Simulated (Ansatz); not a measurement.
**Geometry relaxation, with input and output: Si₁₂HO₂₄ (charge +1) (part 3 of 3)**

Si₁₂HO₂₄ (defect cell, 37 atoms in the cell, total charge +1); DFT PBEsol, scalar-relativistic, plane waves, PAW, PAW set soft_1, no spin polarisation (Ansatz 0.2.0); cutoff 420 eV, 2×2×1 k-mesh, Gaussian smearing of 0.05 eV. The structure derives from an entry of the Crystallography Open Database. It belongs to a series of runs on one base structure; here: end point B relaxed.

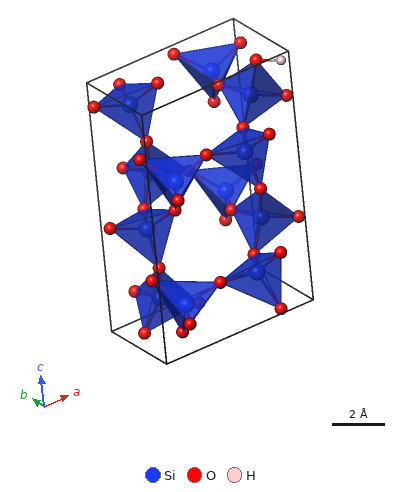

The geometry at step 9 of the log (polyhedral view of the cell of the calculation, seen slightly off an axis; polyhedra are completed across the faces of the cell).

Trajectory as extended XYZ, continued:
```
37
Lattice="-2.4605 4.2617 5.4163 4.9210 0.0000 5.4163 4.9210 8.5234 0.0000" Properties=species:S:1:pos:R:3:forces:R:3 step=6 energy=-20979.29285 accepted=F
Si    7.2819    8.4717    4.4681    0.4080   0.5467   0.5340
Si    3.8198    1.9867    6.2724    0.5556  -0.9833  -0.2349
Si    1.3347    2.2131    2.6984   -0.2776  -0.1563  -0.4886
O     6.3126    9.6423    3.8932    0.0479   0.0632   0.1068
O     0.3878    1.6669    1.4693   -0.1840   0.5933   0.6009
O     0.8337    4.8692    5.6766    0.1635  -0.1677   0.0774
O     0.7213    3.6027    3.3222   -0.3312  -0.2913   0.3785
O     2.7948    2.5046    2.0830    0.1189   0.0235   0.0513
O     3.5704   11.9254    5.2469    6.4713  -4.3908  -0.1216
Si    4.7717    4.3171    4.5485   -0.0416  -0.4437   0.1114
Si    6.2510    6.2574    6.3719   -0.1100   0.1909  -0.2161
Si    3.7288    6.5761    2.7928   -0.1145  -0.0612  -0.0669
O     3.7922    5.4624    3.9605    0.0970   0.1184   0.0705
O     2.7945    6.0184    1.5957    0.0877  -0.0402  -0.0287
O     3.1543    9.2471    5.6698   -0.1850   0.2352  -0.2122
O     3.2110    7.9939    3.3571    0.0627  -0.0441   0.0076
O     5.2094    6.8617    2.1669   -0.0235   0.0342   0.0658
O     1.3364    7.3918    5.1502    0.1440   0.0894   0.0037
Si   -0.0906    4.3595    4.4769   -0.3211   0.7914  -0.3131
Si    1.3489    6.2804    6.3284   -0.3078  -0.0386   0.2035
Si    3.7689    6.6033    8.1458    0.1271  -0.4151   0.3728
O     3.7984    5.4822    9.3653    0.3613   0.1355  -0.5249
O     2.8054    6.0278    6.9780   -0.0700   0.1350  -0.1635
O     5.7165    4.8655    5.7438   -0.0123   0.1093   0.0340
O     3.2571    7.9940    8.7778   -0.0608   0.1954  -0.2069
O     5.2592    6.7853    7.5487    0.0986   0.0672  -0.0767
O     3.8388    3.1162    5.1248    0.0185   0.2275  -0.0265
Si    2.2298    8.5719    4.5026   -0.0960  -0.0425  -0.0198
Si    3.6553   10.5777    6.3940    0.3560  -0.4822   0.0911
Si    6.2138   10.7676    8.0314    0.0719   0.3374   0.1290
O     6.1972    9.6890    9.2382   -0.0459  -0.1272   0.0371
O     5.1790   10.3368    6.8412    0.0509   0.3489  -0.2575
O     8.4033    9.0459    5.5645   -0.6412   0.2880  -0.1311
O     5.7494   12.1838    8.6724   -0.1332  -0.2106  -0.1506
O     2.7905    2.4365    7.4400   -0.2217  -0.2470  -0.0301
O     6.3424    7.3754    5.1864    0.0158  -0.1131   0.0090
H     5.2767    8.1212   -0.1234   -6.0783   3.7247   0.3854
37
Lattice="-2.4605 4.2617 5.4163 4.9210 0.0000 5.4163 4.9210 8.5234 0.0000" Properties=species:S:1:pos:R:3:forces:R:3 step=7 energy=-20979.72542
Si    7.2837    8.4787    4.4751   -0.0427   0.1196   0.0041
Si    3.8253    1.9805    6.2736    0.1880  -0.2139  -0.0768
Si    1.3288    2.2134    2.6935    0.1915   0.0860  -0.0162
O     6.3142    9.6419    3.8905    0.0650   0.0828   0.1165
O     0.3847    1.6824    1.4805   -0.3868   0.2522   0.1533
O     0.8380    4.8689    5.6771    0.0426  -0.2002  -0.0711
O     0.7234    3.6004    3.3270   -0.2299  -0.3116   0.2033
O     2.7944    2.5022    2.0808   -0.0813   0.0238   0.1539
O     3.6097   11.8963    5.2445   -0.9419   0.4088   0.1189
Si    4.7708    4.3120    4.5485    0.0788  -0.1615  -0.0602
Si    6.2473    6.2593    6.3688    0.0091   0.0683  -0.1555
Si    3.7312    6.5739    2.7866   -0.0348  -0.1729  -0.0454
O     3.7968    5.4615    3.9563    0.0954   0.0688   0.0828
O     2.7919    6.0189    1.5929    0.0585  -0.0277  -0.0613
O     3.1600    9.2416    5.6685   -0.1283   0.1645  -0.1768
O     3.2145    7.9878    3.3568    0.0598   0.0339  -0.0140
O     5.2120    6.8552    2.1599    0.0353   0.0121  -0.0224
O     1.3430    7.3908    5.1513    0.0674  -0.0012   0.0517
Si   -0.0907    4.3591    4.4744   -0.0499   0.4240   0.0465
Si    1.3467    6.2771    6.3295   -0.1603   0.0621   0.1045
Si    3.7719    6.5900    8.1513   -0.0080   0.0954  -0.0805
O     3.8062    5.4767    9.3541    0.1768  -0.0233  -0.1966
O     2.8026    6.0262    6.9783    0.0402   0.1164  -0.0438
O     5.7142    4.8680    5.7412   -0.0150   0.0589   0.0317
O     3.2555    7.9870    8.7782    0.0028   0.0463  -0.2128
O     5.2588    6.7817    7.5454   -0.0033   0.0892   0.0287
O     3.8401    3.1196    5.1254   -0.1113  -0.2134   0.2404
Si    2.2360    8.5678    4.5040   -0.0556  -0.0412  -0.0173
Si    3.6708   10.5685    6.3900    0.0302  -0.2943   0.1419
Si    6.2168   10.7682    8.0374   -0.0184   0.1216   0.2056
O     6.2047    9.6848    9.2427   -0.0944  -0.0097  -0.0533
O     5.1860   10.3342    6.8477    0.2395   0.2402  -0.1824
O     8.3946    9.0508    5.5624    0.0096   0.1464   0.0560
O     5.7474   12.1792    8.6773   -0.1554  -0.0255   0.0213
O     2.7877    2.4340    7.4416    0.0938  -0.3147  -0.2719
O     6.3425    7.3756    5.1864    0.1043   0.0858  -0.0700
H     5.1849    8.2143   -0.1189    0.9286  -0.7962   0.0670
37
Lattice="-2.4605 4.2617 5.4163 4.9210 0.0000 5.4163 4.9210 8.5234 0.0000" Properties=species:S:1:pos:R:3:forces:R:3 step=8 energy=-20979.90094
Si    7.3374    8.4819    4.4811   -0.2039   0.0470  -0.0735
Si    3.8680    1.9427    6.2844   -0.0331   0.1094   0.1295
Si    1.3476    2.2420    2.7699   -0.1656   0.2275   0.1120
O     6.3643    9.6686    3.9596    0.1835   0.0232   0.0433
O     0.3917    1.7134    1.5686   -0.1349  -0.0036  -0.0454
O     0.7888    4.8953    5.7343   -0.0400   0.0890   0.0471
O     0.6952    3.5942    3.4227   -0.0366  -0.2275   0.0209
O     2.8000    2.5565    2.1421    0.0479   0.0408   0.0247
O     3.5744   11.9059    5.2623   -0.1447   0.1505  -0.0519
Si    4.7836    4.2851    4.5362   -0.0254  -0.0056  -0.0274
Si    6.2662    6.2569    6.3374    0.0360  -0.0023  -0.0608
Si    3.7211    6.5373    2.7871    0.0898  -0.0918  -0.0326
O     3.7918    5.4349    3.9667    0.0131   0.0498   0.0277
O     2.8009    5.9868    1.5773   -0.0202  -0.0400  -0.0517
O     3.1260    9.2575    5.6183   -0.0712   0.0964  -0.1191
O     3.1903    7.9561    3.3401   -0.0338  -0.0205   0.0499
O     5.2084    6.8217    2.1679    0.0299  -0.0612   0.0595
O     1.3068    7.4030    5.1604   -0.0278   0.0125   0.0008
Si   -0.1337    4.4088    4.5182    0.1438  -0.2470   0.0513
Si    1.3122    6.3138    6.3631    0.0321  -0.0349  -0.0505
Si    3.7876    6.6209    8.1086   -0.0571  -0.0108  -0.0955
O     3.8137    5.5156    9.3177    0.0206   0.0115  -0.0076
O     2.7952    6.0641    6.9530    0.0459   0.0879  -0.0001
O     5.7269    4.8659    5.7169   -0.0153   0.0281   0.0549
O     3.2616    8.0141    8.7334   -0.0095   0.0754  -0.0885
O     5.2757    6.8038    7.5048   -0.0699   0.0570   0.0167
O     3.8802    3.0775    5.1324    0.0674  -0.0940   0.0408
Si    2.1978    8.5564    4.4676    0.0868   0.0720   0.1199
Si    3.6581   10.5484    6.3843   -0.0289  -0.0376  -0.1091
Si    6.2072   10.7665    8.0023    0.1164  -0.0032   0.0420
O     6.1654    9.6666    9.1935   -0.0827  -0.0651  -0.0328
O     5.1955   10.3595    6.7836    0.0938   0.1636   0.0014
O     8.4675    9.0087    5.5726    0.0780   0.0456  -0.0415
O     5.7542   12.1788    8.6526   -0.0522   0.0227   0.0079
O     2.7849    2.3827    7.4113   -0.0513  -0.2115  -0.1368
O     6.3857    7.3758    5.1652    0.0718  -0.0217   0.0165
H     5.1481    8.1608   -0.1172    0.1472  -0.2314   0.1580
37
Lattice="-2.4605 4.2617 5.4163 4.9210 0.0000 5.4163 4.9210 8.5234 0.0000" Properties=species:S:1:pos:R:3:forces:R:3 step=9 energy=-20979.93683
Si    7.4122    8.4621    4.4658   -0.1502   0.0551  -0.0442
Si    3.9212    1.8971    6.2916    0.0183   0.1338  -0.0015
Si    1.3673    2.2658    2.8339   -0.0240  -0.0356  -0.0454
O     6.4787    9.6924    4.0102   -0.0167   0.0224  -0.0446
O     0.4060    1.7008    1.6479    0.0208  -0.0050   0.0197
O     0.7295    4.9484    5.7847   -0.0216   0.0252  -0.0107
O     0.6601    3.5542    3.5257   -0.0160  -0.0204  -0.0089
O     2.8029    2.6279    2.1815   -0.0396   0.0414  -0.0029
O     3.5337   11.9707    5.3082   -0.3959  -0.4963   0.0817
Si    4.8002    4.2720    4.5368    0.0054  -0.0062  -0.0408
Si    6.2879    6.2568    6.3255   -0.0349  -0.0402   0.0246
Si    3.7144    6.4978    2.8052   -0.0163  -0.0189   0.0202
O     3.7761    5.4101    3.9987   -0.0115   0.0076  -0.0052
O     2.8047    5.9442    1.5865   -0.0174   0.0132  -0.0024
O     3.0769    9.3328    5.5427   -0.0152   0.0762  -0.0425
O     3.1621    7.9140    3.3477    0.0200  -0.0126   0.0242
O     5.2061    6.7779    2.1976    0.0300  -0.0159  -0.0298
O     1.2614    7.4406    5.1716   -0.0137   0.0178  -0.0016
Si   -0.1751    4.4283    4.5667    0.1481   0.2301  -0.0760
Si    1.2865    6.3646    6.3836    0.0087   0.0020  -0.0250
Si    3.8002    6.6569    8.0779   -0.0546  -0.0498   0.0265
O     3.8394    5.5441    9.2798    0.0212  -0.0310   0.0179
O     2.7896    6.1252    6.9272    0.0080  -0.0125   0.0162
O     5.7279    4.8683    5.7216    0.0099   0.0075   0.0162
O     3.2669    8.0528    8.7010    0.0158  -0.0052   0.0365
O     5.2812    6.8481    7.4591   -0.0152   0.0258  -0.0103
O     3.9541    3.0265    5.1389    0.0472   0.0191   0.0052
Si    2.1580    8.5623    4.4378    0.0355  -0.0955   0.0302
Si    3.6256   10.5839    6.3563    0.2315  -0.1932   0.1594
Si    6.1911   10.7338    7.9498    0.0257   0.0204  -0.0817
O     6.0962    9.6113    9.1133   -0.0610   0.0235  -0.0284
O     5.1777   10.4214    6.7105   -0.0265  -0.0116   0.0193
O     8.5775    8.9654    5.5412    0.0824  -0.2587   0.0021
O     5.7945   12.1560    8.6204    0.0618  -0.0228  -0.0031
O     2.7665    2.2664    7.3529   -0.0700   0.0036   0.0638
O     6.4591    7.3632    5.1509    0.0468  -0.0341   0.0174
H     5.0280    8.0841   -0.0702    0.1633   0.6407  -0.0763
37
Lattice="-2.4605 4.2617 5.4163 4.9210 0.0000 5.4163 4.9210 8.5234 0.0000" Properties=species:S:1:pos:R:3:forces:R:3 step=10 energy=-20979.98344
Si    7.4359    8.4457    4.4565    0.0377   0.0332   0.0077
Si    3.9378    1.8930    6.2896   -0.0171  -0.0803  -0.0158
Si    1.3703    2.2656    2.8489   -0.0175   0.0017  -0.0195
O     6.5130    9.6864    4.0154   -0.0215   0.0100  -0.0311
O     0.4114    1.6947    1.6627    0.0162   0.0163   0.0475
O     0.7106    4.9590    5.8061    0.0504   0.0576   0.0098
O     0.6438    3.5327    3.5592    0.0367  -0.0321  -0.0333
O     2.7947    2.6542    2.1864   -0.0185   0.0258  -0.0097
O     3.4816   12.0013    5.3159    0.3760  -0.3826  -0.0282
Si    4.8106    4.2712    4.5404    0.0035  -0.0152  -0.0355
Si    6.2934    6.2511    6.3350    0.0056  -0.0165   0.0070
Si    3.7200    6.4857    2.8132    0.0000  -0.0033   0.0012
O     3.7769    5.4036    4.0118    0.0081  -0.0121   0.0101
O     2.8032    5.9286    1.6029   -0.0181  -0.0067  -0.0111
O     3.0597    9.3654    5.5037   -0.0328  -0.0228  -0.0167
O     3.1655    7.9016    3.3511    0.0172   0.0086   0.0192
O     5.2123    6.7582    2.2062    0.0098  -0.0472   0.0321
O     1.2557    7.4451    5.1729    0.0089   0.0109   0.0143
Si   -0.1847    4.4295    4.5870   -0.1663  -0.0263   0.0118
Si    1.2778    6.3773    6.3919    0.0057  -0.0094  -0.0123
Si    3.8005    6.6559    8.0811   -0.0364  -0.0184   0.0336
O     3.8441    5.5453    9.2819    0.0330   0.0421  -0.0387
O     2.7800    6.1303    6.9367   -0.0156  -0.0048   0.0011
O     5.7297    4.8647    5.7323    0.0116   0.0009  -0.0025
O     3.2780    8.0550    8.7063   -0.0021   0.0115   0.0210
O     5.2780    6.8513    7.4545   -0.0043   0.0199  -0.0273
O     3.9745    3.0165    5.1381    0.0128   0.0500  -0.0171
Si    2.1469    8.5598    4.4212    0.0258  -0.0235   0.0136
Si    3.6142   10.5977    6.3396   -0.0799   0.1428  -0.0332
Si    6.1819   10.7151    7.9217    0.0357   0.0258   0.0061
O     6.0702    9.5782    9.0697   -0.0269   0.0109  -0.0269
O     5.1707   10.4353    6.6740   -0.0196  -0.0126   0.0088
O     8.6317    8.9457    5.5240   -0.1449   0.0143  -0.0004
O     5.8095   12.1372    8.6082    0.0227  -0.0286  -0.0053
O     2.7592    2.2295    7.3292   -0.0503   0.0154   0.0395
O     6.4924    7.3528    5.1590    0.0040  -0.0131   0.0270
H     4.9953    8.2082   -0.0540   -0.0520   0.2567   0.0526
37
Lattice="-2.4605 4.2617 5.4163 4.9210 0.0000 5.4163 4.9210 8.5234 0.0000" Properties=species:S:1:pos:R:3:forces:R:3 step=11 energy=-20979.99342
Si    7.4361    8.4484    4.4574   -0.0140   0.0000  -0.0195
Si    3.9330    1.8931    6.2914   -0.0207   0.0348   0.0006
Si    1.3693    2.2653    2.8432    0.0285  -0.0161   0.0045
O     6.5099    9.6868    4.0108    0.0262  -0.0270   0.0031
O     0.4097    1.6941    1.6602   -0.0342  -0.0222  -0.0122
O     0.7146    4.9590    5.7977   -0.0166   0.0054  -0.0432
O     0.6448    3.5340    3.5481   -0.0085   0.0325   0.0181
O     2.7919    2.6539    2.1793    0.0023   0.0168  -0.0107
O     3.4953   11.9868    5.3115    0.0120   0.0186  -0.0431
Si    4.8101    4.2702    4.5402   -0.0018  -0.0298   0.0145
Si    6.2926    6.2509    6.3347   -0.0098  -0.0053  -0.0005
Si    3.7188    6.4850    2.8155   -0.0487   0.0023  -0.0053
O     3.7766    5.4016    4.0126   -0.0172   0.0208  -0.0059
O     2.8012    5.9294    1.6044    0.0085  -0.0055   0.0162
O     3.0585    9.3618    5.5071   -0.0102   0.0202   0.0306
O     3.1675    7.9026    3.3534    0.0178  -0.0081   0.0048
O     5.2102    6.7567    2.2092    0.0481  -0.0160  -0.0198
O     1.2566    7.4444    5.1704   -0.0213   0.0132  -0.0061
Si   -0.1851    4.4253    4.5806    0.0027   0.0531  -0.0078
Si    1.2772    6.3768    6.3867   -0.0112  -0.0340   0.0215
Si    3.7969    6.6549    8.0795    0.0056  -0.0165   0.0036
O     3.8404    5.5437    9.2792    0.0556  -0.0610   0.0398
O     2.7771    6.1287    6.9353    0.0092   0.0003   0.0097
O     5.7309    4.8639    5.7309    0.0088   0.0034  -0.0074
O     3.2768    8.0529    8.7075    0.0020   0.0111  -0.0011
O     5.2752    6.8500    7.4531   -0.0230   0.0158  -0.0184
O     3.9703    3.0179    5.1389    0.0178   0.0137   0.0171
Si    2.1476    8.5595    4.4227    0.0160   0.0247  -0.0299
Si    3.6114   10.5968    6.3420   -0.0020  -0.0321   0.0217
Si    6.1808   10.7159    7.9253   -0.0299   0.0046  -0.0171
O     6.0712    9.5808    9.0734   -0.0152  -0.0390   0.0109
O     5.1671   10.4291    6.6803    0.0049   0.0044   0.0322
O     8.6288    8.9473    5.5279   -0.0342   0.0026   0.0050
O     5.8106   12.1381    8.6106    0.0031   0.0145   0.0019
O     2.7572    2.2324    7.3349    0.0403   0.0026  -0.0294
O     6.4928    7.3545    5.1603    0.0099   0.0007   0.0189
H     5.0225    8.2357   -0.0357   -0.0009  -0.0043   0.0023
37
Lattice="-2.4605 4.2617 5.4163 4.9210 0.0000 5.4163 4.9210 8.5234 0.0000" Properties=species:S:1:pos:R:3:forces:R:3 step=12 energy=-20979.99483
Si    7.4420    8.4456    4.4547   -0.0125  -0.0016   0.0175
Si    3.9320    1.8949    6.2924    0.0044  -0.0287   0.0006
Si    1.3697    2.2629    2.8413   -0.0058   0.0017  -0.0096
O     6.5198    9.6836    4.0054   -0.0123   0.0113  -0.0061
O     0.4030    1.6846    1.6673    0.0059   0.0076  -0.0019
O     0.7119    4.9561    5.7975    0.0063   0.0023   0.0125
O     0.6492    3.5326    3.5493   -0.0048   0.0016   0.0034
O     2.7846    2.6613    2.1681    0.0096   0.0009   0.0060
O     3.4926   11.9843    5.3021    0.0081  -0.0006   0.0063
Si    4.8142    4.2734    4.5428    0.0098   0.0194   0.0078
Si    6.2937    6.2527    6.3371   -0.0138   0.0171  -0.0132
Si    3.7223    6.4907    2.8234    0.0162   0.0148   0.0265
O     3.7813    5.4103    4.0234    0.0040  -0.0131  -0.0031
O     2.7954    5.9349    1.6219   -0.0012  -0.0086  -0.0102
O     3.0363    9.3667    5.5189   -0.0070  -0.0019  -0.0162
O     3.1851    7.9119    3.3653   -0.0119   0.0054   0.0012
O     5.2150    6.7583    2.2145   -0.0144   0.0085   0.0060
O     1.2566    7.4372    5.1623    0.0031  -0.0023  -0.0008
Si   -0.1835    4.4234    4.5791    0.0198  -0.0149  -0.0054
Si    1.2743    6.3745    6.3839   -0.0091  -0.0093  -0.0018
Si    3.7933    6.6548    8.0788   -0.0012   0.0127  -0.0090
O     3.8504    5.5444    9.2782   -0.0138   0.0167  -0.0146
O     2.7696    6.1225    6.9417   -0.0013  -0.0034   0.0009
O     5.7447    4.8634    5.7282   -0.0024  -0.0081   0.0037
O     3.2720    8.0533    8.7053   -0.0006  -0.0083   0.0020
O     5.2629    6.8601    7.4376    0.0097  -0.0102   0.0044
O     3.9755    3.0249    5.1471   -0.0058  -0.0076  -0.0038
Si    2.1457    8.5592    4.4218    0.0110  -0.0087  -0.0027
Si    3.6071   10.5992    6.3426   -0.0015  -0.0076   0.0035
Si    6.1776   10.7097    7.9214    0.0164   0.0085   0.0084
O     6.0637    9.5651    9.0607   -0.0015   0.0141  -0.0007
O     5.1633   10.4301    6.6769   -0.0056   0.0007  -0.0093
O     8.6280    8.9506    5.5267    0.0156  -0.0068  -0.0098
O     5.8200   12.1320    8.6129   -0.0071  -0.0073  -0.0094
O     2.7545    2.2311    7.3321   -0.0153   0.0031   0.0049
O     6.5020    7.3537    5.1626    0.0025  -0.0063  -0.0014
H     5.0206    8.2345   -0.0450    0.0063   0.0091   0.0136
```
